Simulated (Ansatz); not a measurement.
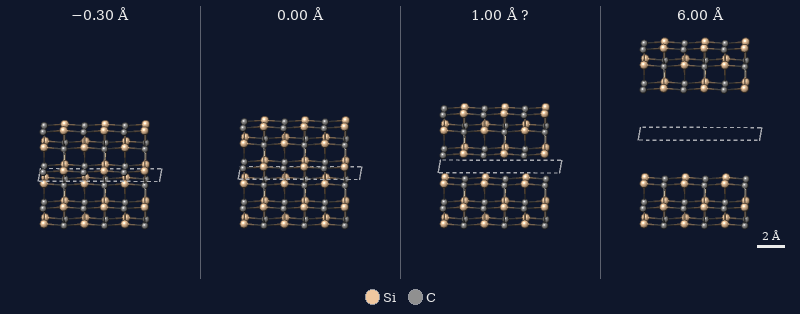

A scan of a crystal of SiC (F-43m): the crystal is pulled apart rigidly along the normal of the (0 −1 1) plane of the conventional cell, at a cut between a plane of C/Si below and one of C/Si above, 1.54 Å apart. One cut stands in each cell, which starts 9.2 Å high; nothing is relaxed, and the dashed outline marks the cut. The picture is a ball-and-stick view of the layers on both sides of the cut, seen from the side, nearly along the cut plane.

All numbers below come from DFT PBE, scalar-relativistic, plane waves, PAW in Ansatz 0.2.0. Set-up: plane-wave cutoff 420 eV; k-point mesh 6 × 9 × 3; occupations gaussian; smearing width 0.05 eV; no spin polarisation. Energies (free energies at the smearing named) are counted from the cell as listed in its source, which wasn't relaxed.

| opening (Å) | ΔE per area (J/m²) |
| --- | --- |
| −0.30 | 1.87 |
| −0.15 | 0.44 |
| 0.00 | 0.00 |
| 0.25 | 0.52 |
| 0.50 | 1.72 |
| 0.75 | 3.05 |
| 1.00 | ? |
| 1.50 | 5.95 |
| 2.00 | 6.78 |
| 3.00 | 7.25 |
| 4.50 | 7.32 |
| 6.00 | 7.32 |

> Fill in the missing row.

A straight line between the two neighbours gives 4.02 J/m². A cubic through the four nearest rows (0.50, 0.75, 1.50, 2.00) gives, with Lagrange weights, (−0.3333)(1.72) + (1.0667)(3.05) + (0.3333)(5.95) + (−0.0667)(6.78) = 4.21 J/m². The calculation gives 4.25 J/m², so the cubic is 0.04 J/m² too low and the straight line 0.23 J/m² too low, as the curve bends downwards here.

The whole profile:

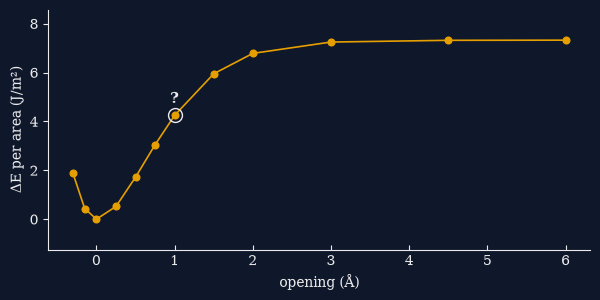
